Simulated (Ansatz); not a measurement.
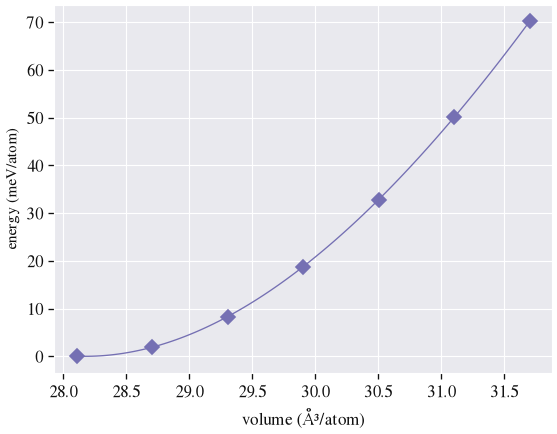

The plot gives the computed energy against volume for Sb, space group P2_1/m (No. 11).

Structure:
```cif
data_structure
_symmetry_space_group_name_H-M 'P 1'
_symmetry_Int_Tables_number 1
_cell_length_a 3.1224
_cell_length_b 4.3475
_cell_length_c 4.4060
_cell_angle_alpha 90.000
_cell_angle_beta 90.506
_cell_angle_gamma 90.000
_cell_volume 59.81
loop_
_atom_site_label
_atom_site_type_symbol
_atom_site_fract_x
_atom_site_fract_y
_atom_site_fract_z
_atom_site_occupancy
Sb1 Sb 0.01139 0.25000 0.24117 1
Sb2 Sb 0.98861 0.75000 0.75883 1
```

Computed with Ansatz 0.2.0: all-electron LAPW DFT, no spin polarisation; energies at scaled volumes of the given cell, shape and fractions fixed, counted from the fit's minimum, third-order Birch-Murnaghan fit. Level: LDA.

k mesh 9×6×6; occupations Fermi–Dirac; smearing width 0.05 eV; potentials all electron LAPW, scalar relativistic; program settings basis error eV/atom 0.001.

This calculation gives: equilibrium volume 28.18 Å³/atom and bulk modulus 63.4 GPa.

Now the level changes from LDA to PBEsol. What happens?

The equilibrium volume rises from 28.18 to 28.74 Å³/atom (+2.0 %) and the bulk modulus falls from 63.4 to 60.7 GPa (−4.3 %).

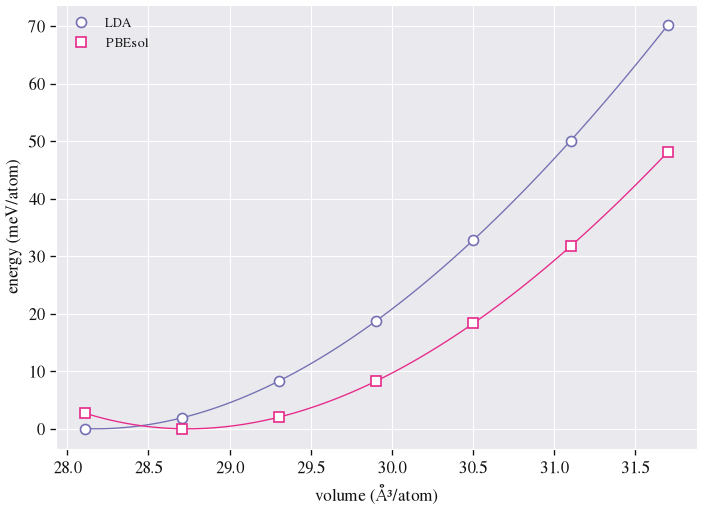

The two results together.

For LDA, limits of the calculation: the fit and the printed pressures don't fully agree, or the minimum lies near the end of the range; shape and atomic fractions are frozen while scaling, which makes layered, chain and framework solids too stiff.

For PBEsol, limits of the calculation: shape and atomic fractions are frozen while scaling, which makes layered, chain and framework solids too stiff.

V0 and the bulk modulus come from third-order Birch–Murnaghan fits.
